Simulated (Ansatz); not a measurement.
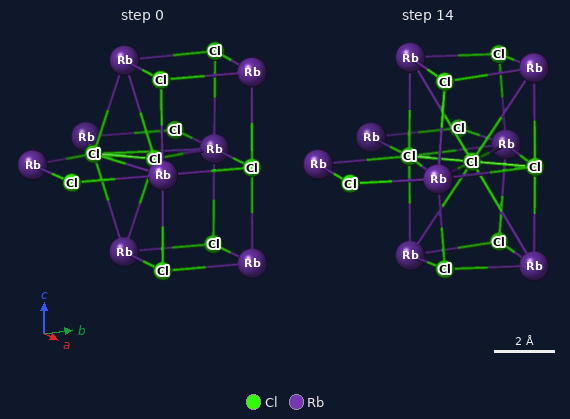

The structure of a defect cell of composition Cl33Rb32 (cell charge +1) before (left) and after (right) a relaxation, at one scale.

A ball-and-stick model of the atoms within 5.0 Å of the atom that moves most (axes of the cell of the calculation (origin shifted)), seen slightly off an axis.

Method: DFT, PBEsol, PAW, plane waves (Ansatz). Set-up: plane-wave cutoff 420 eV; k-point mesh 1 × 1 × 1; mesh shifted by (0.25, 0.25, 0.25); no spin polarisation; atoms relaxed in a fixed cell; force threshold 0.03 eV/Å; at most 80 steps.

**What changed between the two?**

After 14 geometry steps the energy has fallen by 2.866 eV per cell of the calculation. Largest force component: 2.6 eV/Å at the start, 0.0087 eV/Å at the end. A Cl atom moves most: 1.17 Å along [1 1 0]. Largest moves by element: Cl 1.17 Å, Rb 0.72 Å. The lattice vectors keep their values. Some distances before and after: Cl–Cl 3.520 → 2.267 Å, Cl–Rb 4.809 → 4.046 Å, Cl–Rb 4.776 → 4.045 Å, Cl–Rb 2.624 → 3.306 Å. Bond angles that change, for instance: Rb–Cl–Rb 124.3° → 179.8°, Rb–Cl–Rb 142.7° → 178.9°, Rb–Cl–Rb 123.8° → 90.0°.

Limits of the set-up: the cell is charged, on a uniform background, and energies carry no finite-size correction.
